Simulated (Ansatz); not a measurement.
## Single-point calculation, with input and output: MnO (part 2 of 2)

Continued. System: MnO (Fm-3m, 4 atoms in the cell). Method: DFT PBEsol+U, non-collinear, scalar-relativistic, plane waves, PAW, Ueff = 8 eV on Mn atom 1 d; Ueff = 8 eV on Mn atom 3 d (Ansatz 0.2.0); cutoff 420 eV, 7×7×7 k-mesh, Gaussian smearing of 0.05 eV, non-collinear spins. The structure derives from an entry of the Crystallography Open Database. It belongs to a series of runs on one base structure; here: canted directions held.

Geometry of the input (Å; fractional positions):
```
0.0000  2.2220  2.2220
4.4440  2.2220  2.2220
4.4440  4.4440  0.0000
Mn 0.0000  0.0000  0.0000
O  0.5000  0.5000  0.0000
Mn -0.0000  0.0000  0.5000
O  0.5000  0.5000  0.5000
```

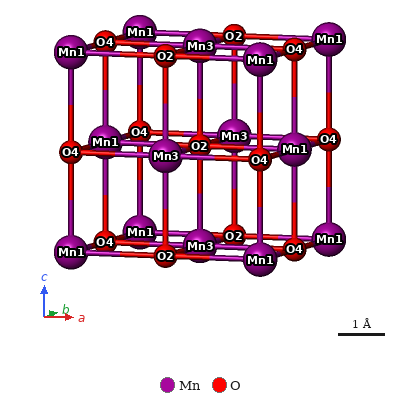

**Figure 1.** The input geometry (ball-and-stick view of the cell 2 times as large as that of the calculation, set on its symmetry axes, seen slightly off an axis; atoms are numbered from 1 in the order of the input).

Log, continued:
```
SCF iter   1: F=-8852.074331 eV  HF=-8857.301826 eV  |F-HF|=5.23e0  |Δ(HF+E_count)|=         —  Δρ=1.43e-1  dr2=6.74e0  dr2_m=1.11e-1  ethr=3.10e-3  |M|=7.04e0 ∫|m|=9.87e0 μB  |m|>n=0.0e0 m-floor=0.0e0 τ_xc=3.1e-2 mc-row=0.0e0  β_m=0.30  ⟨swp⟩=6.5  Hψ=16289  notcnv=0
preconditioner: auto → none  [insulator: Δε(μ)=0.906 eV  Ē_g=11.113 eV  σ=0.050 eV  W_gap=1.00  n_scr=14 (ndim 8)  ℏωp=28.6 eV  f_vac=0.000  D(μ)=0.00/eV (n_scr^D=0)  ε∞_Penn≈7.6]
SCF iter   2: F=-8856.113881 eV  HF=-8855.850939 eV  |F-HF|=2.63e-1  |Δ(HF+E_count)|=    1.45e0  Δρ=3.99e-2  dr2=5.95e-1  dr2_m=9.84e-2  ethr=3.10e-3  |M|=7.05e0 ∫|m|=9.89e0 μB  |m|>n=0.0e0 m-floor=0.0e0 τ_xc=3.9e-2 mc-row=0.0e0  β_m=0.34  ⟨swp⟩=4.4  Hψ=12047  notcnv=0  defer=422
SCF iter   3: F=-8856.289008 eV  HF=-8856.075936 eV  |F-HF|=2.13e-1  |Δ(HF+E_count)|=   2.25e-1  Δρ=1.87e-2  dr2=8.01e-2  dr2_m=6.43e-2  ethr=1.42e-3  |M|=7.06e0 ∫|m|=9.90e0 μB  |m|>n=0.0e0 m-floor=0.0e0 τ_xc=3.9e-2 mc-row=0.0e0  β_m=0.50  ⟨swp⟩=3.1  Hψ=8968  notcnv=0  defer=488
SCF iter   4: F=-8856.303396 eV  HF=-8856.293281 eV  |F-HF|=1.01e-2  |Δ(HF+E_count)|=   2.17e-1  Δρ=6.45e-3  dr2=1.34e-2  dr2_m=8.36e-3  ethr=1.91e-4  |M|=7.06e0 ∫|m|=9.91e0 μB  |m|>n=0.0e0 m-floor=0.0e0 τ_xc=4.1e-2 mc-row=0.0e0  β_m=0.53  ⟨swp⟩=3.5  Hψ=11034  notcnv=0  defer=491
SCF iter   5: F=-8856.310340 eV  HF=-8856.310135 eV  |F-HF|=2.05e-4  |Δ(HF+E_count)|=   1.69e-2  Δρ=1.83e-3  dr2=2.74e-4  dr2_m=6.71e-4  ethr=3.19e-5  |M|=7.06e0 ∫|m|=9.91e0 μB  |m|>n=0.0e0 m-floor=0.0e0 τ_xc=4.2e-2 mc-row=0.0e0  β_m=0.73  ⟨swp⟩=2.9  Hψ=9942  notcnv=0  defer=491
SCF iter   6: F=-8856.310381 eV  HF=-8856.310381 eV  |F-HF|=7.83e-7  |Δ(HF+E_count)|=   2.46e-4  Δρ=1.60e-4  dr2=2.64e-6  dr2_m=5.15e-6  ethr=6.53e-7  |M|=7.06e0 ∫|m|=9.92e0 μB  |m|>n=0.0e0 m-floor=0.0e0 τ_xc=4.2e-2 mc-row=0.0e0  β_m=0.80  ⟨swp⟩=3.0  Hψ=10079  notcnv=0  defer=491
SCF iter   7: F=-8856.310379 eV  HF=-8856.310381 eV  |F-HF|=2.25e-6  |Δ(HF+E_count)|=   4.06e-7  Δρ=8.02e-5  dr2=2.63e-6  dr2_m=3.97e-7  ethr=6.27e-9  |M|=7.06e0 ∫|m|=9.92e0 μB  |m|>n=0.0e0 m-floor=0.0e0 τ_xc=4.2e-2 mc-row=0.0e0  β_m=0.82  ⟨swp⟩=3.5  Hψ=10610  notcnv=0  defer=491
SCF iter   8: F=-8856.310374 eV  HF=-8856.310384 eV  |F-HF|=9.38e-6  |Δ(HF+E_count)|=   2.78e-6  Δρ=1.56e-4  dr2=1.01e-5  dr2_m=7.01e-8  ethr=6.25e-9  |M|=7.06e0 ∫|m|=9.92e0 μB  |m|>n=0.0e0 m-floor=0.0e0 τ_xc=4.2e-2 mc-row=0.0e0  β_m=0.57  ⟨swp⟩=3.4  Hψ=8639  notcnv=0  defer=491  recentre
SCF iter   9: F=-8856.310381 eV  HF=-8856.310381 eV  |F-HF|=3.50e-9  |Δ(HF+E_count)|=   2.38e-6  Δρ=1.13e-5  dr2=1.06e-8  dr2_m=2.51e-8  ethr=2.38e-10  |M|=7.06e0 ∫|m|=9.92e0 μB  |m|>n=0.0e0 m-floor=0.0e0 τ_xc=4.2e-2 mc-row=0.0e0  β_m=0.57  ⟨swp⟩=17.8  Hψ=46012  notcnv=0
Mixer restart at iter 9: flushing history
SCF iter  10: F=-8856.370995 eV  HF=-8856.310391 eV  |F-HF|=6.06e-2  |Δ(HF+E_count)|=         —  Δρ=4.90e-5  dr2=9.96e-7  dr2_m=1.13e-7  ethr=2.52e-11  |M|=7.06e0 ∫|m|=9.92e0 μB  |m|>n=0.0e0 m-floor=0.0e0 τ_xc=4.2e-2 mc-row=0.0e0  β_m=0.57  ⟨swp⟩=4.4  Hψ=12137  notcnv=0
SCF iter  11: F=-8856.373000 eV  HF=-8856.360468 eV  |F-HF|=1.25e-2  |Δ(HF+E_count)|=   5.01e-2  Δρ=7.44e-4  dr2=2.50e-4  dr2_m=3.95e-5  ethr=2.52e-11  |M|=7.06e0 ∫|m|=9.91e0 μB  |m|>n=0.0e0 m-floor=0.0e0 τ_xc=4.2e-2 mc-row=0.0e0  β_m=0.43  ⟨swp⟩=7.4  Hψ=20251  notcnv=0
SCF iter  12: F=-8856.373306 eV  HF=-8856.371069 eV  |F-HF|=2.24e-3  |Δ(HF+E_count)|=   1.06e-2  Δρ=9.91e-4  dr2=3.17e-4  dr2_m=5.23e-5  ethr=2.52e-11  |M|=7.06e0 ∫|m|=9.91e0 μB  |m|>n=0.0e0 m-floor=0.0e0 τ_xc=4.2e-2 mc-row=0.0e0  β_m=0.57  ⟨swp⟩=7.2  Hψ=22181  notcnv=0  defer=212
SCF iter  13: F=-8856.373737 eV  HF=-8856.373722 eV  |F-HF|=1.52e-5  |Δ(HF+E_count)|=   2.65e-3  Δρ=3.88e-4  dr2=2.63e-5  dr2_m=3.01e-5  ethr=2.52e-11  |M|=7.06e0 ∫|m|=9.91e0 μB  |m|>n=0.0e0 m-floor=0.0e0 τ_xc=4.2e-2 mc-row=0.0e0  β_m=0.77  ⟨swp⟩=7.3  Hψ=20938  notcnv=0  defer=265
SCF iter  14: F=-8856.373760 eV  HF=-8856.373783 eV  |F-HF|=2.33e-5  |Δ(HF+E_count)|=   6.11e-5  Δρ=3.01e-4  dr2=3.32e-5  dr2_m=2.56e-6  ethr=2.52e-11  |M|=7.06e0 ∫|m|=9.91e0 μB  |m|>n=0.0e0 m-floor=0.0e0 τ_xc=4.2e-2 mc-row=0.0e0  β_m=0.68  ⟨swp⟩=6.2  Hψ=18410  notcnv=0  defer=260
SCF iter  15: F=-8856.373779 eV  HF=-8856.373786 eV  |F-HF|=6.28e-6  |Δ(HF+E_count)|=   2.91e-6  Δρ=1.82e-4  dr2=1.39e-5  dr2_m=1.36e-6  ethr=2.52e-11  |M|=7.06e0 ∫|m|=9.91e0 μB  |m|>n=0.0e0 m-floor=0.0e0 τ_xc=4.3e-2 mc-row=0.0e0  β_m=0.71  ⟨swp⟩=6.1  Hψ=17661  notcnv=0  defer=240
SCF iter  16: F=-8856.373795 eV  HF=-8856.373793 eV  |F-HF|=1.79e-6  |Δ(HF+E_count)|=   7.25e-6  Δρ=9.25e-5  dr2=2.81e-6  dr2_m=8.99e-7  ethr=2.52e-11  |M|=7.06e0 ∫|m|=9.91e0 μB  |m|>n=0.0e0 m-floor=0.0e0 τ_xc=4.3e-2 mc-row=0.0e0  β_m=0.81  ⟨swp⟩=5.8  Hψ=16741  notcnv=0  defer=240
SCF iter  17: F=-8856.373806 eV  HF=-8856.373805 eV  |F-HF|=9.72e-7  |Δ(HF+E_count)|=   1.19e-5  Δρ=5.66e-5  dr2=7.99e-7  dr2_m=4.03e-7  ethr=2.52e-11  |M|=7.06e0 ∫|m|=9.91e0 μB  |m|>n=0.0e0 m-floor=0.0e0 τ_xc=4.3e-2 mc-row=0.0e0  β_m=0.88  ⟨swp⟩=5.3  Hψ=16638  notcnv=0  defer=234
SCF iter  18: F=-8856.373811 eV  HF=-8856.373811 eV  |F-HF|=1.43e-7  |Δ(HF+E_count)|=   6.18e-6  Δρ=1.42e-5  dr2=1.36e-8  dr2_m=4.05e-8  ethr=2.52e-11  |M|=7.06e0 ∫|m|=9.91e0 μB  |m|>n=0.0e0 m-floor=0.0e0 τ_xc=4.3e-2 mc-row=0.0e0  β_m=0.93  ⟨swp⟩=13.1  Hψ=45046  notcnv=0
SCF iter  19: F=-8856.373813 eV  HF=-8856.373813 eV  |F-HF|=6.59e-9  |Δ(HF+E_count)|=   1.53e-6  Δρ=4.46e-6  dr2=7.64e-10  dr2_m=3.99e-9  ethr=2.52e-11  |M|=7.06e0 ∫|m|=9.91e0 μB  |m|>n=0.0e0 m-floor=0.0e0 τ_xc=4.3e-2 mc-row=0.0e0  ⟨swp⟩=12.1  Hψ=38577  notcnv=0
SCF 1 converged in 19 iterations: F = -8856.373813 eV  dr2 = 7.64e-10
  greatest PAW one-centre occupation: 1.002 electrons in one spin orbital (limit 2), on the Mn atom at site 0 (counted from 0), in its partial waves of l = 1
SCF converged after 19 iterations
Stability not checked: this state was not tested for a lower state beside it, because a magnetisation constraint still acts at the end of the SCF (magnetization_constraint; see scf.lower_state_search)
Magnetization: |M| = 7.0583 μB,  M = (+4.9910, +0.0000, +4.9910) μB
Absolute magnetization: 9.9123 μB (∫|m|, with the PAW one-centre terms)
  site 0: m = (-0.0035, +0.0000, +4.3248) μB, |m| = 4.3248 μB  (R = 0.92 Å)
  site 1: m = (+0.0690, -0.0000, +0.0355) μB, |m| = 0.0776 μB  (R = 0.92 Å)
  site 2: m = (+4.3248, -0.0000, -0.0035) μB, |m| = 4.3248 μB  (R = 0.92 Å)
  site 3: m = (+0.0355, +0.0000, +0.0690) μB, |m| = 0.0776 μB  (R = 0.92 Å)
--- Magnetisation constraints (ε_frz = 1.0e-4 eV) ---
  site  kind           target                            achieved (μB)             |Δ|max (μB)  g (eV/μB)                  λ_eff  esc  ok   flags
  0     per_site_axis  ê (+0.000, +0.000, +1.000) ≥0.00  (-0.004, +0.000, +4.325)  3.52e-3      (-7.0e-3, +0.0e0, +0.0e0)  1.000  0    yes
  2     per_site_axis  ê (+1.000, +0.000, +0.000) ≥0.00  (+4.325, +0.000, -0.004)  3.52e-3      (+0.0e0, +0.0e0, -7.0e-3)  1.000  0    yes
Free energy (F): -8856.373813 eV
Harris-Foulkes:  -8856.373813 eV  (|F-HF|=6.59e-9)
Internal energy: -8856.373813 eV  (E = F + TS)
E sigma→0 (E₀):  -8856.373813 eV
Fermi energy:    12.522186 eV
--- Per-component energies (eV) ---
  E_band       = -536.411392
  E_kinetic    = 945.312587
  E_local      = -4453.585007  (includes V_loc(G=0)·N_el)
  E_nonlocal   = 610.109395
  E_hartree    = 1778.682648
  E_xc         = -365.356700
  E_vxc        = -469.104568  (∫ρ·V_xc dr)
  E_hubbard    = 1.619505  (on-site DFT+U / exact-exchange correction)
  E_vhub       = -38.257130  (the Hubbard potential's part of the band-sum identity)
  E_paw        = -2860.556425  (= ΣΔE_a)
  E_vpaw       = -688.259093  (= ΣTr[D̂ρ^β])
  E_aug_tail   = 0.004823  (compensation charges beyond the density's cutoff)
  E_constr_dc  = 0.000050  (∫m·b dr)
  E_ewald      = -4513.014514
  E_core_change = 0.409876  (= ΣΔE_core)
  E_smearing   = -0.000000  (= −TS)
  E_closure    = -0.000000  (closes the sum)
  E_penalty    = 0.000025  (constraint; not in F)
  Σ components = -8856.373813   (vs F -8856.373813, Δ=0.00e0)
--- Hubbard shell moments (per corrected site; Tr N, ν in electrons; μ in μ_B) ---
  shell 0: Tr N=5.1870  μ_S=(-0.0063, -0.0000, +4.7869)  μ_L=(+0.0000, +0.0000, +0.0000)  μ=(-0.0063, +0.0000, +4.7869)  ν=0.0095 along (-0.001, -0.000, +1.000)
  shell 1: Tr N=5.1870  μ_S=(+4.7869, -0.0000, -0.0063)  μ_L=(+0.0000, +0.0000, -0.0000)  μ=(+4.7869, +0.0000, -0.0063)  ν=0.0095 along (+1.000, +0.000, -0.001)
--- Specified on-site occupations, and those of the state reported ---
  electrons in the specified blocks: 9.9000 specified, 10.3740 found
  site 2 (l=d): largest change of an orbital's occupation 0.0478; electrons 4.9500 specified, 5.1870 found; spectral distance 0.0909
  site 0 (l=d): largest change of an orbital's occupation 0.0478; electrons 4.9500 specified, 5.1870 found; spectral distance 0.0909
--- Forces (eV/Å), atoms counted from 1 ---
  atom   1  Mn     0.00000000     0.00000000     0.00000000
  atom   2  O      0.00000000     0.00000000     0.00000000
  atom   3  Mn     0.00000000     0.00000000     0.00000000
  atom   4  O      0.00000000     0.00000000     0.00000000
  max |Σ_I F_I| component: 0.00e0 eV/Å
--- Stress (GPa, compression-positive) ---
        7.228118       0.000000      -0.000000
        0.000000       7.436158       0.000000
       -0.000000       0.000000       7.436158
  P = ⅓ Tr σ = 7.3668 GPa (73.668 kbar)
--- Band table (eV; the first three rows and the last of 100) ---
  k-point 0: bands = ["-68.4972", "-68.4930", "-63.4456", "-63.4366", "-37.4006", "-37.3694", "-37.3694", "-37.3595", "-37.3526", "-37.3526", "-32.4409", "-32.4012", "-32.4012", "-32.3895", "-32.3802", "-32.3802", "-6.3671", "-6.1427", "-5.7067", "-5.0286", "4.8682", "5.5562", "5.8735", "5.8735", "6.3044", "6.4397", "6.6021", "6.6290", "6.6785", "6.6785", "7.0269", "7.3763", "9.0154", "9.0154", "9.2591", "9.2591", "10.1546", "10.1564", "10.1564", "10.3151", "10.3163", "10.3163", "12.9183", "13.8851", "16.1916", "17.4186", "17.9497", "17.9497", "18.0299", "18.1282", "18.4465", "18.5602"]
  k-point 1: bands = ["-68.4966", "-68.4923", "-63.4447", "-63.4368", "-37.3982", "-37.3755", "-37.3679", "-37.3609", "-37.3599", "-37.3527", "-32.4376", "-32.4077", "-32.3992", "-32.3916", "-32.3895", "-32.3804", "-6.2433", "-6.0228", "-5.6442", "-5.0043", "4.8495", "5.5259", "5.6763", "5.8379", "5.9239", "5.9505", "6.1072", "6.3480", "6.6505", "7.0907", "7.2703", "7.5797", "8.8333", "9.0097", "9.3112", "9.5326", "9.5673", "9.5859", "10.1582", "10.2118", "10.3217", "10.5685", "13.9227", "14.7290", "16.6006", "17.6891", "17.8975", "18.0197", "18.2674", "18.4205", "18.6484", "18.7894"]
  k-point 2: bands = ["-68.4953", "-68.4919", "-63.4420", "-63.4370", "-37.3916", "-37.3881", "-37.3764", "-37.3654", "-37.3641", "-37.3536", "-32.4290", "-32.4226", "-32.4109", "-32.3975", "-32.3943", "-32.3813", "-5.9329", "-5.7132", "-5.5115", "-4.9801", "4.6327", "5.0698", "5.2703", "5.3225", "5.3509", "5.3938", "6.0601", "6.4509", "6.5651", "6.7974", "7.7948", "7.9175", "8.2196", "8.4210", "9.0585", "9.1681", "9.3053", "9.6925", "9.9308", "10.1229", "11.0965", "11.4513", "15.6435", "16.2233", "17.4923", "17.8506", "18.2131", "18.2747", "18.6408", "18.6889", "18.7813", "18.9848"]
  k-point 99: bands = ["-68.4905", "-68.4904", "-63.4364", "-63.4364", "-37.3933", "-37.3915", "-37.3890", "-37.3861", "-37.3735", "-37.3733", "-32.4308", "-32.4285", "-32.4254", "-32.4218", "-32.4074", "-32.4071", "-5.5883", "-5.5838", "-4.9048", "-4.8929", "4.8514", "4.9901", "5.0070", "5.1554", "5.2818", "5.2822", "6.6397", "6.6500", "6.7941", "6.8264", "7.9211", "7.9234", "8.1235", "8.1698", "8.7156", "8.7820", "8.9140", "8.9784", "9.0252", "9.0507", "10.6401", "10.6667", "17.7153", "17.7547", "18.2390", "18.2476", "18.6791", "18.7184", "19.2819", "19.2897", "19.3625", "19.3734"]
Occupation matrices written to [file]
--- Löwdin populations: 4 sites ---
  site symbol       q [e]
     0     Mn     13.7050
     1      O      7.1553
     2     Mn     13.7050
     3      O      7.1553
  spilling = 0.006656 (of n_electrons = 42.000000)
--- Occupation matrices: 2 shells (run DFT+U table (all-electron-ortho-atomic); ε = 5.08e-3) ---
  Mn0 d_3D: site group Oh (m-3m); on the run's cell D4h (4/mmm)
  Mn0 d_3D spinor Tr n = 5.1870  λ = 0.021 0.022 0.022 0.067 0.068 0.996 0.996 0.998 0.998 0.999  [3× xz 0.33 (T2g 1.00) T2g(1.00)/Eg(0.67) | 2× z2 0.50 (Eg 1.00) Eg(1.00)/A1g(0.50) | 5× z2 0.20 (T2g 0.60) T2g(0.60)/Eg(0.40)]
  specified occupation → Mn0 d_3D spinor: matrix, ‖Δ‖_F = 0.0914, Tr Δ = -0.2370, displaced = 0.1185, d_λ = 0.0909; orbital distance = 0.0100
  Mn2 d_3D: site group Oh (m-3m); on the run's cell D4h (4/mmm)
  Mn2 d_3D spinor Tr n = 5.1870  λ = 0.021 0.022 0.022 0.067 0.068 0.996 0.996 0.998 0.998 0.999  [3× xz 0.33 (T2g 1.00) T2g(1.00)/Eg(0.67) | 2× z2 0.50 (Eg 1.00) Eg(1.00)/A1g(0.50) | 5× z2 0.20 (T2g 0.60) T2g(0.60)/Eg(0.40)]
  specified occupation → Mn2 d_3D spinor: matrix, ‖Δ‖_F = 0.0914, Tr Δ = -0.2370, displaced = 0.1185, d_λ = 0.0909; orbital distance = 0.0100
  Tr n, λ and their labels are of the run-group-symmetrised matrices; stabiliser: 64 of 64 elements of G0×{1,Θ} up to a turn of all spins (closed), max defect 1.2e-7 at τ = 1.1e-3
```

Results in brief:

| quantity | value |
| --- | --- |
| outcome | converged |
| space group (tolerance 0.01 Å) | Fm-3m (225) |
| electrons treated | 42 |
| free energy | −8856.3738 eV |
| Fermi energy | 12.522 eV |
| gap on the k-point mesh | 0.80 eV |
| net moment of the cell | 7.06 μB |
| integrated absolute moment | 9.91 μB |
| pressure | 7.37 GPa |
| largest force (length of the vector) | under 0.001 eV/Å |
| hardware | 2 threads of AMD EPYC (Zen 5), 64 GiB of memory available, shared host |
| wall time | 42 s (CPU time 84 s) |
| peak memory | 0.72 GiB |

Remarks:

Notes on the run: the SCF threshold is looser than advised for the printed stress. The cell is under a pressure of 7.4 GPa at this level, so it is not at its equilibrium volume.
